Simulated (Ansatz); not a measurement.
Geometry relaxation, with input and output: GaN (part 2 of 2)

Continued. System: GaN (slab, 6 atoms in the cell). Method: DFT PBEsol, scalar-relativistic, plane waves, PAW, no spin polarisation (Ansatz 0.2.0); cutoff 420 eV, 9×9×1 k-mesh, Gaussian smearing of 0.05 eV. The structure derives from a Materials Project entry. The input holds or restrains some coordinates. Forces given for the steps count only the free coordinates. It belongs to a series of runs on one base structure; here: clean slab, lower half held.

Geometry of the input (Å; fractional positions):
```
3.1807  0.0000  0.0000
-1.5904  2.7546  0.0000
0.0000  0.0000  22.8434
N  0.0000  0.0000  0.3721
Ga 0.3333  0.6667  0.4005
N  0.3333  0.6667  0.4858
Ga 0.6667  0.3333  0.5142
N  0.6667  0.3333  0.5995
Ga 0.0000  0.0000  0.6279
```

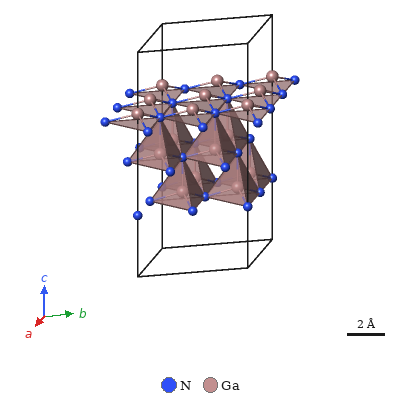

Fig. 1: The geometry at step 3 of the log (polyhedral view of the 2 × 2 repeat of the cell, with the vacuum cut short, seen slightly off an axis; polyhedra are completed across the faces of the cell).

The program's output, continued:
```
SCF iter   1: F=—  HF=-12365.075467 eV  |F-HF|=—  |Δ(HF+E_count)|=         —  Δρ=3.06e-4  dr2=6.94e-4  ethr=1.84e-4  p=0.202 e·Å  D=1.83e-1 V/Å  ΔV_dip=-4.17 eV  dr2_dipole=2.71e-4  V_vac-E_F(+/−)=3.61/7.78 eV  ⟨swp⟩=2.0  Hψ=637  notcnv=0  defer=17
efield: sawtooth ramp at fractional position 0.9800 (handed on by an earlier solve), width 0.0400; the density the first Hamiltonian is built on has a dipole p = 0.202 e·Å; the dipole correction subtracts the counter field D = 1.83e-1 V/Å, which shifts the + side's vacuum level by -4.17 eV against the − side's; the planar-averaged density in the ramp window peaks in size at 1.2e-5 e/Å³
preconditioner: auto → LDOS  [metal: Δε(μ)=0.042 eV  Ē_g=15.123 eV  σ=0.050 eV  W_gap=0.41  n_scr=14 (ndim 8)  ℏωp=19.3 eV  f_vac=0.604  D(μ)=6.19/eV (n_scr^D=46)  β→1.0]
SCF iter   2: F=—  HF=-12365.075411 eV  |F-HF|=—  |Δ(HF+E_count)|=   5.54e-5  Δρ=1.17e-4  dr2=1.30e-4  ethr=1.29e-6  p=0.202 e·Å  D=1.83e-1 V/Å  ΔV_dip=-4.17 eV  dr2_dipole=5.54e-5  V_vac-E_F(+/−)=3.61/7.78 eV  ⟨swp⟩=1.4  Hψ=499  notcnv=0  defer=17
SCF iter   3: F=—  HF=-12365.075437 eV  |F-HF|=—  |Δ(HF+E_count)|=   2.54e-5  Δρ=3.30e-5  dr2=4.22e-6  ethr=2.41e-7  p=0.202 e·Å  D=1.83e-1 V/Å  ΔV_dip=-4.17 eV  dr2_dipole=1.61e-6  V_vac-E_F(+/−)=3.60/7.78 eV  ⟨swp⟩=2.2  Hψ=514  notcnv=0  defer=17
SCF iter   4: F=—  HF=-12365.075384 eV  |F-HF|=—  |Δ(HF+E_count)|=   5.30e-5  Δρ=2.81e-5  dr2=3.45e-6  ethr=7.82e-9  p=0.202 e·Å  D=1.83e-1 V/Å  ΔV_dip=-4.17 eV  dr2_dipole=1.34e-6  V_vac-E_F(+/−)=3.60/7.78 eV  ⟨swp⟩=2.4  Hψ=740  notcnv=0  defer=17
SCF iter   5: F=—  HF=-12365.075383 eV  |F-HF|=—  |Δ(HF+E_count)|=   1.02e-6  Δρ=1.53e-5  dr2=8.83e-7  ethr=6.40e-9  p=0.202 e·Å  D=1.83e-1 V/Å  ΔV_dip=-4.17 eV  dr2_dipole=3.07e-7  V_vac-E_F(+/−)=3.60/7.77 eV  ⟨swp⟩=2.0  Hψ=439  notcnv=0  defer=17
SCF iter   6: F=—  HF=-12365.075384 eV  |F-HF|=—  |Δ(HF+E_count)|=   1.48e-6  Δρ=7.09e-6  dr2=1.29e-7  ethr=1.63e-9  p=0.202 e·Å  D=1.83e-1 V/Å  ΔV_dip=-4.17 eV  dr2_dipole=8.21e-9  V_vac-E_F(+/−)=3.60/7.77 eV  ⟨swp⟩=2.2  Hψ=458  notcnv=0  defer=17
SCF iter   7: F=-12365.075385 eV  HF=-12365.075385 eV  |F-HF|=8.01e-8  |Δ(HF+E_count)|=   4.66e-7  Δρ=3.90e-6  dr2=3.24e-8  ethr=1.85e-10  p=0.202 e·Å  D=1.83e-1 V/Å  ΔV_dip=-4.17 eV  dr2_dipole=2.39e-9  V_vac-E_F(+/−)=3.60/7.77 eV  ⟨swp⟩=17.0  Hψ=3618  notcnv=0
SCF 5 converged in 7 iterations: F = -12365.075385 eV  dr2 = 3.24e-8
relax step   5: F+E_penalty+E_count = -12365.07538488 eV  Δ(F+E_penalty+E_count) = -6.950e-5 eV  max|allowed force component| = 1.654e-2 eV/Å  Δτ_max = 0.0048 Å  (7 SCF iters, accepted)
```

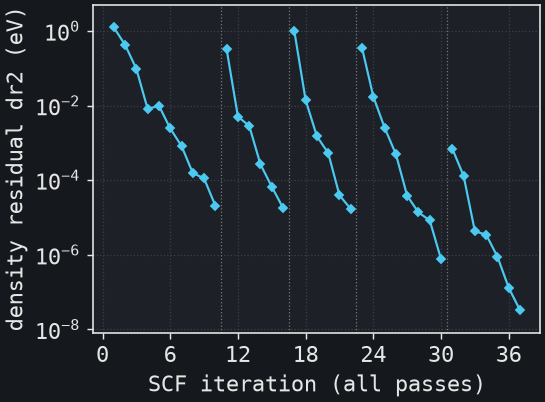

Fig. 2: Convergence of the self-consistent field: density residual dr2 against the SCF iteration. The dotted lines part the SCF passes of the relaxation: geometry steps, rejected trials and re-solves on a re-selected basis. The 5 passes take 6 to 10 iterations each, 37 in all.

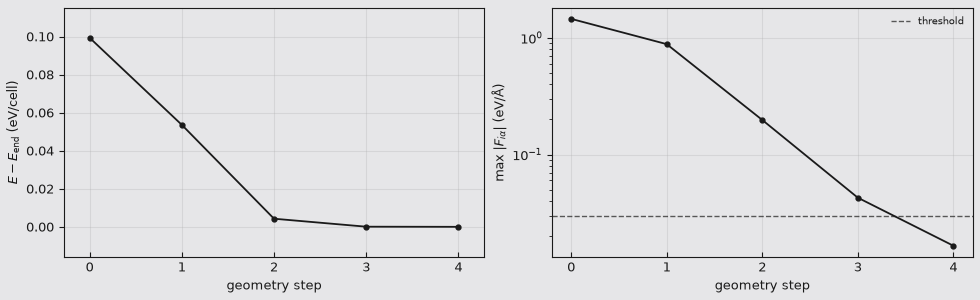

Fig. 3: Progress of the restrained relaxation, step by step (the first geometry is step 0 here and step 1 in the log).

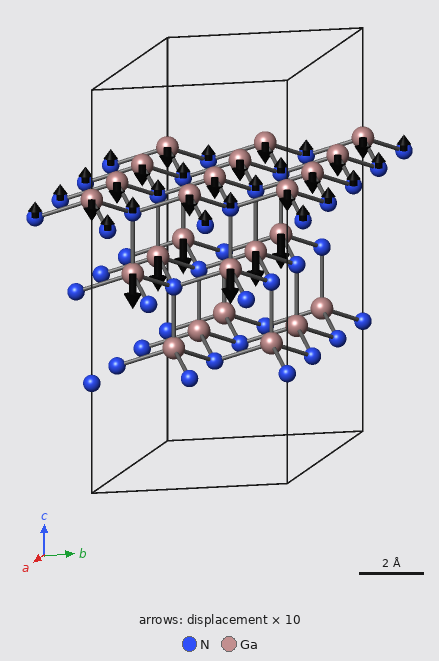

Fig. 4: The starting structure with the displacements as black arrows, magnified 10 times (ball-and-stick view of the 3 × 2 repeat of the cell, with the vacuum cut short, with bonded neighbours outside it, seen slightly off an axis). The atom that moves furthest is Ga4 (0.11 Å). By element the largest moves are Ga 0.11 Å, N 0.05 Å. The cell doesn't change. Among the contacts that change: Ga4–N5 1.948 → 2.112 Å, N3–Ga4 1.948 → 1.913 Å. Among the angles that change: Ga6–N5–Ga6 109.5° → 112.6°, N5–Ga6–N5 109.5° → 112.6°, Ga2–N3–Ga4 109.5° → 106.3°. After 4 geometry steps the energy has fallen by 99.4 meV per cell of the calculation. The largest force component goes from 1.5 to 0.017 eV/Å. (Atoms are counted from 1 in the order of the input.)

```
WARN: The output density's exchange-correlation potential varies sharply where the density is thin. Do not read a vacuum level from v_tot or v_xc, or from such a field of the output density. On a cell that repeats whose density bears no net charge and no dipole along the vacuum's axis use v_es (v_loc + v_h of the components); under efield.dipole_correction with no amplitude use v_es + v_field, which holds any external_charges[].barrier, or the levels of the report's work_function block, which leave it out; under a non-zero efield.amplitude the vacuum is tilted and has no level; on a cell that repeats and bears such a dipole with no correction it is tilted too, and efield.dipole_correction with no amplitude gives each side of its ramp a level where efield: is served; in a cell that repeats whose density bears a net charge (total_charge, or a fill off its count) it is curved and has none; of a slab under crystal.periodic whose density bears no net charge use v_es, which has a level on each side, short of where the two are joined; of another it falls or rises all the way out and has none; of a slab beside external_charges read slab_vacuum_level instead, which it has where they leave it neutral. The grid or the basis barely resolves most such structure, and the values can differ between equally converged runs; as a rule a tighter scf.convergence.dr2_threshold does not remove it. Where the density itself ripples (under the LDA too) a higher basis.ecutwfc lessens it. The files hold the spikes' plane waves up to the density's cutoff. Files: v_tot_of_output_density and the like, and their columns of v_z.tsv (output.write_potential); v_xc_of_output_density and the like, and their columns of v_comp_z.tsv (output.write_potential_components). Measured: with its Gaussian average of σ = 0.25 Å subtracted twice, the exchange-correlation potential is over 0.1 eV at 45 of the grid points where the equally averaged density (valence and model cores) is under 1e-3 e/Å³, and 0.378 eV at the most among them, at an averaged density of 4.9e-7 e/Å³. The input density's (outcome.potential() and, of a run that writes arrays, v_tot and v_xc) is over 0.1 eV, so measured, at 938 points of its own thin density, 0.438 eV at the most. See output.write_potential in the manual, Limitations
SCF converged after 7 iterations
Free energy (F): -12365.075385 eV
Harris-Foulkes:  -12365.075385 eV  (|F-HF|=8.01e-8)
Internal energy: -12365.067744 eV  (E = F + TS)
E sigma→0 (E₀):  -12365.071565 eV
Entropy (-TS):   -0.007641 eV (-1.273 meV/atom)
Fermi energy:    -0.042890 eV
Dipole field:    D = 0.182700 V/Å  (p = 0.202079 e·Å, saw-weighted, corrected)
Work function:   Φ+ = 3.6021 eV   Φ− = 7.7756 eV
Levels:          The Fermi level and band energies are counted from a zero that moves with the ramp; work functions are not
--- Per-component energies (eV) ---
  E_band       = -604.499084
  E_kinetic    = 734.464124
  E_local      = -57838.062134  (includes V_loc(G=0)·N_el)
  E_nonlocal   = 1424.834430
  E_hartree    = 28389.261481
  E_xc         = -381.029440
  E_vxc        = -398.597575  (∫ρ·V_xc dr)
  E_paw        = -6223.733756  (= ΣΔE_a)
  E_vpaw       = -1304.670879  (= ΣTr[D̂ρ^β])
  E_aug_tail   = 0.000070  (compensation charges beyond the density's cutoff)
  E_efield     = 0.018460  (sawtooth field / dipole correction)
  E_vefield    = -1.004208  (∫n·V_field dr)
  E_ewald      = 21526.505791
  E_core_change = 2.673230  (= ΣΔE_core)
  E_smearing   = -0.007641  (= −TS)
  E_closure    = -0.000000  (closes the sum)
  Σ components = -12365.075385   (vs F -12365.075385, Δ=0.00e0)
--- Forces (eV/Å), atoms counted from 1 ---
  atom   1  N      0.00000000    -0.00000000     1.74991770
  atom   2  Ga    -0.00000000     0.00000000    -3.17584450
  atom   3  N      0.00000000    -0.00000000     1.42077284
  atom   4  Ga     0.00000000     0.00000000     0.01654294
  atom   5  N     -0.00000000    -0.00000000     0.00308655
  atom   6  Ga     0.00000000     0.00000000    -0.01452625
  max |Σ_I F_I| component: 5.07e-5 eV/Å
--- Band table (eV; the first three rows and the last of 12) ---
  k-point 0: bands = ["-18.0069", "-17.1700", "-16.0886", "-16.0886", "-15.8601", "-15.8601", "-15.7266", "-15.1937", "-15.1937", "-14.9305", "-14.9305", "-14.7429", "-14.3929", "-13.2307", "-13.2307", "-12.9971", "-12.9971", "-12.4169", "-7.7307", "-5.0460", "-3.0899", "-3.0899", "-2.1682", "-2.1682", "-1.7193", "-0.1663", "0.3652", "0.3652", "1.8058", "2.3131", "3.6203", "4.3793", "5.1051"]
  k-point 1: bands = ["-17.9185", "-17.0909", "-16.0913", "-16.0678", "-15.8755", "-15.8565", "-15.6570", "-15.1835", "-15.1704", "-14.9551", "-14.9294", "-14.6438", "-14.3503", "-13.2214", "-13.2098", "-13.0127", "-12.9967", "-12.3203", "-7.5764", "-5.0820", "-3.8491", "-3.3106", "-3.1557", "-2.3665", "-1.1802", "-0.4591", "-0.0896", "0.1810", "2.2357", "2.9270", "3.8662", "4.9328", "5.2543"]
  k-point 2: bands = ["-17.7188", "-16.9069", "-16.0758", "-16.0229", "-15.9016", "-15.8381", "-15.4649", "-15.1164", "-15.1162", "-14.9809", "-14.9198", "-14.4008", "-14.2616", "-13.1633", "-13.1617", "-13.0375", "-12.9895", "-12.0321", "-7.2263", "-6.0184", "-4.7517", "-4.3089", "-3.8217", "-2.8340", "-1.9677", "-0.5926", "-0.2552", "-0.0469", "2.8361", "3.7748", "4.3387", "5.3443", "5.6012"]
  k-point 11: bands = ["-17.4169", "-16.6005", "-16.0187", "-15.9685", "-15.9162", "-15.8056", "-15.1225", "-15.1004", "-14.9992", "-14.9132", "-14.1723", "-13.8063", "-13.6718", "-13.1699", "-13.0606", "-12.9925", "-12.4977", "-10.7796", "-8.4290", "-7.7057", "-6.8699", "-5.8341", "-5.4950", "-4.4707", "-3.0859", "-2.8323", "-0.0767", "0.8038", "4.1044", "4.4672", "4.6363", "6.0608", "6.7425"]
--- Relaxed structure (5 steps of the walk, 5 accepted, 0 SCFs on fresh bases) ---
  F+E_penalty+E_count = -12365.07538488 eV   max|allowed force component| = 1.654e-2 eV/Å
  atoms:
    - { symbol: N, position: [0.0, 0.0, 0.3720991745000001] }
    - { symbol: Ga, position: [0.3333333333333333, 0.6666666666666666, 0.4005215802000001] }
    - { symbol: N, position: [0.3333333333333333, 0.6666666666666666, 0.48578879720000007] }
    - { symbol: Ga, position: [0.6666666666666666, 0.3333333333333333, 0.5092970221817772] }
    - { symbol: N, position: [0.6666666666666666, 0.3333333333333333, 0.6017390302116064] }
    - { symbol: Ga, position: [-2.3935876429090656e-18, -7.457820114305938e-34, 0.6248988609534654] }
```

Trajectory as extended XYZ (Å, eV, eV/Å), 5 frames, from step=1 to step=5:
```
6
Lattice="3.1807 0.0000 0.0000 -1.5904 2.7546 0.0000 0.0000 0.0000 22.8434" Properties=species:S:1:pos:R:3:forces:R:3 step=1 energy=-12364.97601
N     0.0000    0.0000    8.5000    0.0000   0.0000   1.6600
Ga    0.0000    1.8364    9.1493    0.0000   0.0000  -2.5105
N     0.0000    1.8364   11.0971    0.0000   0.0000   1.5110
Ga    1.5904    0.9182   11.7463    0.0000   0.0000  -1.4549
N     1.5904    0.9182   13.6941    0.0000   0.0000   1.0230
Ga    0.0000    0.0000   14.3434    0.0000   0.0000  -0.2290
6
Lattice="3.1807 0.0000 0.0000 -1.5904 2.7546 0.0000 0.0000 0.0000 22.8434" Properties=species:S:1:pos:R:3:forces:R:3 step=2 energy=-12365.02178
N     0.0000    0.0000    8.5000    0.0000   0.0000   1.6770
Ga    0.0000    1.8364    9.1493    0.0000   0.0000  -2.6912
N     0.0000    1.8364   11.0971    0.0000   0.0000   1.3324
Ga    1.5904    0.9182   11.7042    0.0000   0.0000  -0.8833
N     1.5904    0.9182   13.6837    0.0000   0.0000   0.8127
Ga    0.0000    0.0000   14.3169    0.0000   0.0000  -0.2492
6
Lattice="3.1807 0.0000 0.0000 -1.5904 2.7546 0.0000 0.0000 0.0000 22.8434" Properties=species:S:1:pos:R:3:forces:R:3 step=3 energy=-12365.07112
N     0.0000    0.0000    8.5000    0.0000   0.0000   1.7225
Ga    0.0000    1.8364    9.1493    0.0000   0.0000  -3.0259
N     0.0000    1.8364   11.0971    0.0000   0.0000   1.3735
Ga    1.5904    0.9182   11.6540    0.0000   0.0000  -0.1798
N     1.5904    0.9182   13.7238    0.0000   0.0000   0.1979
Ga    0.0000    0.0000   14.2871    0.0000   0.0000  -0.0875
6
Lattice="3.1807 0.0000 0.0000 -1.5904 2.7546 0.0000 0.0000 0.0000 22.8434" Properties=species:S:1:pos:R:3:forces:R:3 step=4 energy=-12365.07532
N     0.0000    0.0000    8.5000    0.0000   0.0000   1.7487
Ga    0.0000    1.8364    9.1493    0.0000   0.0000  -3.1613
N     0.0000    1.8364   11.0971    0.0000   0.0000   1.4449
Ga    1.5904    0.9182   11.6389    0.0000   0.0000  -0.0427
N     1.5904    0.9182   13.7469    0.0000   0.0000  -0.0081
Ga    0.0000    0.0000   14.2731    0.0000   0.0000   0.0186
6
Lattice="3.1807 0.0000 0.0000 -1.5904 2.7546 0.0000 0.0000 0.0000 22.8434" Properties=species:S:1:pos:R:3:forces:R:3 step=5 energy=-12365.07539
N     0.0000    0.0000    8.5000    0.0000   0.0000   1.7499
Ga    0.0000    1.8364    9.1493    0.0000   0.0000  -3.1758
N     0.0000    1.8364   11.0971    0.0000   0.0000   1.4208
Ga    1.5904    0.9182   11.6341    0.0000   0.0000   0.0165
N     1.5904    0.9182   13.7457    0.0000   0.0000   0.0031
Ga    0.0000    0.0000   14.2748    0.0000   0.0000  -0.0145
```

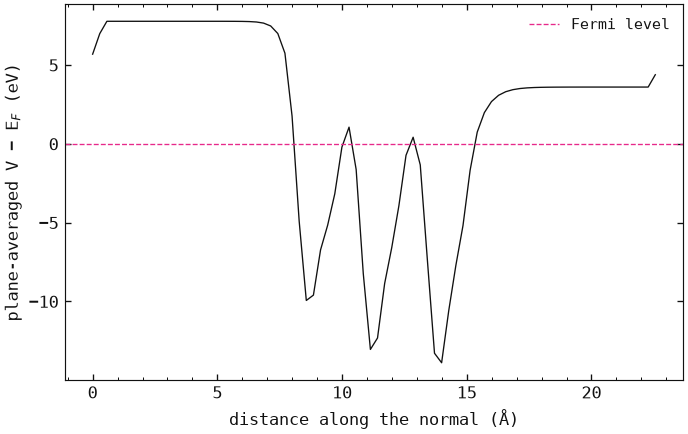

Fig. 5: Plane average of the electrostatic potential energy of an electron across the cell, from the Fermi level. The vacuum level lies 3.60 eV above the Fermi level on the upper side and 7.78 eV on the lower.

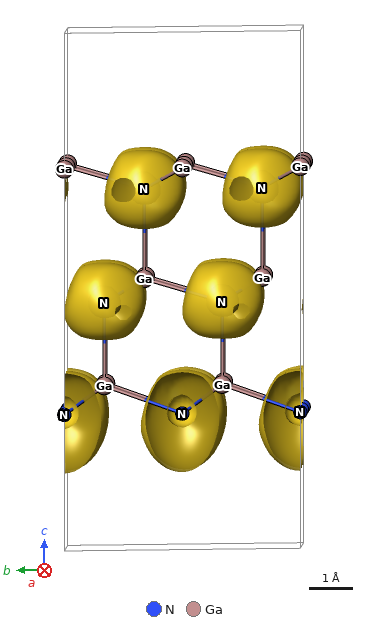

Fig. 6: Isosurface of the electron localisation function at 0.6 (yellow), seen at an oblique angle. Only the valence region is drawn (cores and ρ < 0.01 e/Å³ removed). Sticks mark near contacts. Profiles from the grid: Ga–N (1.91 Å): the ELF is about 0.50 at the midpoint. Ga–N (2.11 Å): the ELF is about 0.35 at the midpoint; no shared pair; the contact is polar. Core electrons are frozen (PAW), so the fields are smoothed inside the atomic spheres.

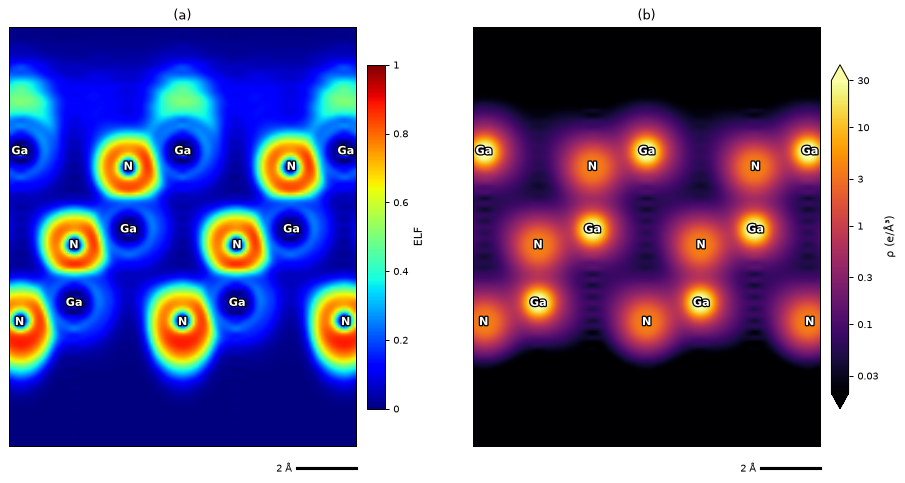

Fig. 7: (a) ELF; (b) valence pseudo-density on the (110) plane of the calculation cell, a cut from vacuum to vacuum. The section cuts through N and Ga sites. Ga–N (1.91 Å): ρ is about 0.8 e/Å³ halfway; the ELF is about 0.50 at the midpoint. Ga–N (2.11 Å): ρ at the midpoint is about 0.49 e/Å³; the ELF is about 0.35 at the midpoint; a polar contact without a shared pair, in a metal. The density dies away to nearly zero in the vacuum.

Results in brief:

| quantity | value |
| --- | --- |
| outcome | converged under the restraints of the input |
| electrons treated | 54 |
| free energy | −12365.0754 eV |
| work function, top face | 3.60 eV |
| work function, bottom face | 7.78 eV |
| Fermi energy | −0.043 eV |
| gap on the k-point mesh | none (metallic) |
| final volume | 200.14 Å³ |
| work function (upper face) | 3.60 eV |
| largest force (length of the vector) at the end, held atoms and coordinates included | 3.176 eV/Å |
| wall time | 49 s (CPU time 92 s) |
| peak memory | 0.48 GiB |

The program warns: the exchange-correlation potential is rough where the density is thin.
